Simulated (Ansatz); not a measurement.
Run report: BN, single-point calculation

BN (4 atoms in the cell), computed with DFT PBE+D3(BJ), scalar-relativistic, plane waves, PAW, no spin polarisation (Ansatz 0.2.0).

The structure derives from an entry of the Crystallography Open Database. Figures and captions count atoms from 1; the log counts them from 0 in places.

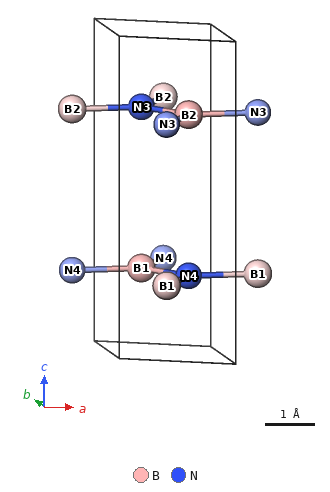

The structure as given in the input (ball-and-stick view of the cell of the calculation, seen slightly off an axis; neighbours outside the cell are drawn fainter; atoms are numbered from 1 in the order of the input).

Key numbers

- outcome: converged
- space group (tolerance 0.01 Å): P6₃/mmc (194)
- electrons treated: 16
- free energy: −1085.3719 eV
- Fermi energy: 6.856 eV
- gap on the k-point mesh: 4.29 eV
- pressure: 0.64 GPa
- largest force (length of the vector): under 0.001 eV/Å
- hardware: 1 thread of AMD EPYC (Zen 5), 176 GiB of memory available, shared host
- wall time: 0.62 s
- peak memory: 0.33 GiB

The input
```yaml
crystal:
  lattice:
    - [2.5039917043, 0.0, 0.0]
    - [-1.2519958522, 2.1685204268, 0.0]
    - [0.0, 0.0, 6.6612]
  atoms:
    - { symbol: B, position: [0.3333333333, 0.6666666667, 0.25] }
    - { symbol: B, position: [0.6666666667, 0.3333333333, 0.75] }
    - { symbol: "N", position: [0.3333333333, 0.6666666667, 0.75] }
    - { symbol: "N", position: [0.6666666667, 0.3333333333, 0.25] }
basis:
  ecutwfc: 420
kpoints:
  mp_grid: { grid: [12, 12, 4] }
hamiltonian:
  xc: pbe
  dispersion: d3bj
scf:
  occupations: { method: gaussian, width: 0.1 }
output:
  forces: true
  stress: true
  eigenvalues: true
```

Launch command:
```bash
ansatz run input.yaml --threads 1 --pin off --max-ram 2560MiB --backend cpu --events-out ev --progress --plain --runs-dir out
```

Output
```
Engine: ansatz 0.2.0, x86_64-unknown-linux-gnu
Pseudopotentials: kind: paw
Pseudopotential: B, paw, valence charge 3, recommended cutoff 420 eV (normal), B.paw.azcp
Pseudopotential: N, paw, valence charge 5, recommended cutoff 420 eV (normal), N.paw.azcp
Functional definition: PBE
  parameter kappa = 0.804
  parameter beta = 0.06672455060314922
  exchange = pbe_x(kappa = kappa, mu = beta*pi^2/3)
  correlation = pbe_c(beta = beta)
Crystal: 4 atoms, lattice volume = 36.170 Å³
Basis set: ecut = 420 eV, 713 PW (Γ), exchange–correlation on 36×36×90 points (8 copies of the dense FFT grid, shifted against one another)
Bands: 12, of which v1, the nominal top of the filled ones, is band 8 counted from 1 (7 counted from 0)
Symmetry: 24 space group operations
Space group: P63/mmc (ITA 194), of the structure as read, at distance tolerance 3.3e-5 Å
k-points: 57 of 576
Non-local potential: B, projectors of the file, l = 0: 2, l = 1: 2, l = 2: 1
Non-local potential: N, projectors of the file, l = 0: 2, l = 1: 2, l = 2: 1
PAW form: soft (Blöchl's): semilocal exchange-correlation on the pseudo side does not see the compensation charge
PAW one-centre angular grid: B, 110 points (default); XC on 64 Gauss nodes
PAW one-centre angular grid: N, 110 points (default); XC on 64 Gauss nodes
Initial density: superposition of atomic densities (neutral atoms: chi_scale 0, normalization atom), corrected by the library's trained network
Initial wavefunctions: pseudopotential atomic-orbital guess
Functional: x = pbe(κ = 0.804, μ = 0.2195149727645171), c = pbe(β = 0.06672455060314922)
SCF iter   1: F=—  HF=-1085.370471 eV  |F-HF|=—  |Δ(HF+E_count)|=         —  Δρ=1.51e-3  dr2=2.19e-4  ethr=1.77e-3  ⟨swp⟩=6.4  Hψ=4086  notcnv=0
preconditioner: auto → none  [insulator: Δε(μ)=4.282 eV  Ē_g=15.830 eV  σ=0.100 eV  W_gap=1.00  n_scr=4 (ndim 8)  ℏωp=24.7 eV  f_vac=0.023  D(μ)=0.00/eV (n_scr^D=0)  ε∞_Penn≈3.4]
SCF iter   2: F=—  HF=-1085.371522 eV  |F-HF|=—  |Δ(HF+E_count)|=   1.05e-3  Δρ=7.51e-4  dr2=4.25e-5  ethr=1.37e-6  ⟨swp⟩=2.2  Hψ=1555  notcnv=0
SCF iter   3: F=—  HF=-1085.371811 eV  |F-HF|=—  |Δ(HF+E_count)|=   2.89e-4  Δρ=3.48e-4  dr2=8.76e-6  ethr=2.65e-7  ⟨swp⟩=2.0  Hψ=1074  notcnv=0
iter 4 did not close the SCF: its close was put off for the readings that it lacked (scf_convergence_deferred on its scf_iter line)
SCF iter   4: F=-1085.371892 eV  HF=-1085.371891 eV  |F-HF|=2.29e-7  |Δ(HF+E_count)|=   7.99e-5  Δρ=1.90e-5  dr2=4.42e-8  ethr=5.48e-8  ⟨swp⟩=2.1  Hψ=1138  notcnv=0
iter 5 did not close the SCF: its close was put off for the readings that it lacked (scf_convergence_deferred on its scf_iter line)
SCF iter   5: F=-1085.371892 eV  HF=-1085.371892 eV  |F-HF|=7.87e-9  |Δ(HF+E_count)|=   2.46e-7  Δρ=4.17e-6  dr2=3.56e-9  ethr=2.76e-10  ⟨swp⟩=2.0  Hψ=1136  notcnv=0
SCF iter   6: F=-1085.371892 eV  HF=-1085.371892 eV  |F-HF|=1.47e-10  |Δ(HF+E_count)|=   9.66e-9  Δρ=5.28e-7  dr2=5.63e-11  ethr=2.23e-11  ⟨swp⟩=1.2  Hψ=2197  notcnv=0
SCF 1 converged in 6 iterations: F = -1085.371892 eV  dr2 = 5.63e-11
  greatest PAW one-centre occupation: 0.797 electrons in one spin orbital (limit 2), on the N atom at site 3 (counted from 0), in its partial waves of l = 0
SCF converged after 6 iterations
Free energy (F): -1085.371892 eV
Harris-Foulkes:  -1085.371892 eV  (|F-HF|=1.47e-10)
Internal energy: -1085.371892 eV  (E = F + TS)
E sigma→0 (E₀):  -1085.371892 eV
Fermi energy:    6.856453 eV
--- Per-component energies (eV) ---
  E_band       = -38.483405
  E_kinetic    = 366.916087
  E_local      = -696.310275  (includes V_loc(G=0)·N_el)
  E_nonlocal   = 115.663203
  E_hartree    = 224.896063
  E_xc         = -184.452315
  E_vxc        = -228.846877  (∫ρ·V_xc dr)
  E_paw        = -413.647050  (= ΣΔE_a)
  E_vpaw       = -45.697976  (= ΣTr[D̂ρ^β])
  E_aug_tail   = 0.000204  (compensation charges beyond the density's cutoff)
  E_ewald      = -497.875287
  E_disp       = -0.562521  (pairwise vdW)
  E_smearing   = -0.000000  (= −TS)
  E_closure    = 0.000000  (closes the sum)
  Σ components = -1085.371892   (vs F -1085.371892, Δ=0.00e0)
--- Forces (eV/Å), atoms counted from 1 ---
  atom   1  B      0.00000000    -0.00000000     0.00000000
  atom   2  B     -0.00000000     0.00000000     0.00000000
  atom   3  N      0.00000000    -0.00000000     0.00000000
  atom   4  N     -0.00000000     0.00000000     0.00000000
  max |Σ_I F_I| component: 8.33e-17 eV/Å
--- Stress (GPa, compression-positive) ---
        1.060166      -0.000000       0.000000
       -0.000000       1.060166       0.000000
        0.000000       0.000000      -0.204502
  P = ⅓ Tr σ = 0.6386 GPa (6.386 kbar)
--- Band table (eV; the first three rows and the last of 57) ---
  k-point 0: bands = ["-13.0801", "-12.7929", "-1.4869", "0.6055", "3.3832", "3.3832", "3.4179", "3.4179", "9.9557", "14.9918", "16.2893", "16.2893"]
  k-point 1: bands = ["-13.0401", "-12.8372", "-1.2315", "0.2271", "3.3885", "3.3885", "3.4135", "3.4135", "10.6484", "14.0936", "16.3068", "16.3068"]
  k-point 2: bands = ["-12.9409", "-12.9409", "-0.5599", "-0.5599", "3.4008", "3.4008", "3.4008", "3.4008", "12.3017", "12.3017", "16.3486", "16.3486"]
  k-point 56: bands = ["-9.2691", "-9.2691", "-3.1805", "-3.1805", "-2.4373", "-2.4373", "4.7118", "4.7118", "9.3588", "9.3588", "16.7361", "16.7361"]
```

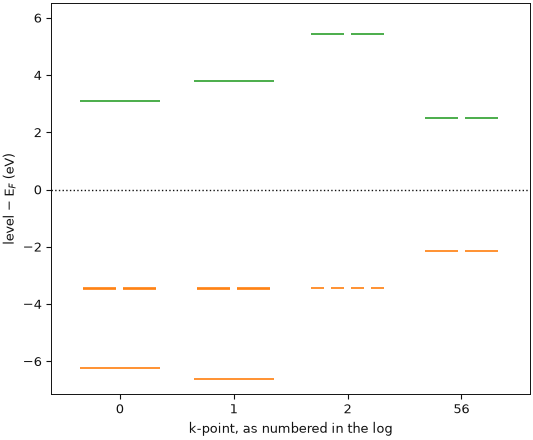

Kohn–Sham levels near the Fermi level (dotted) at the few k-points that the log prints; levels within 0.02 eV of each other stand side by side. Among these points the highest filled and lowest empty levels are 4.65 eV apart; the gap on the full mesh, 4.29 eV, has an edge at a point that isn't printed.
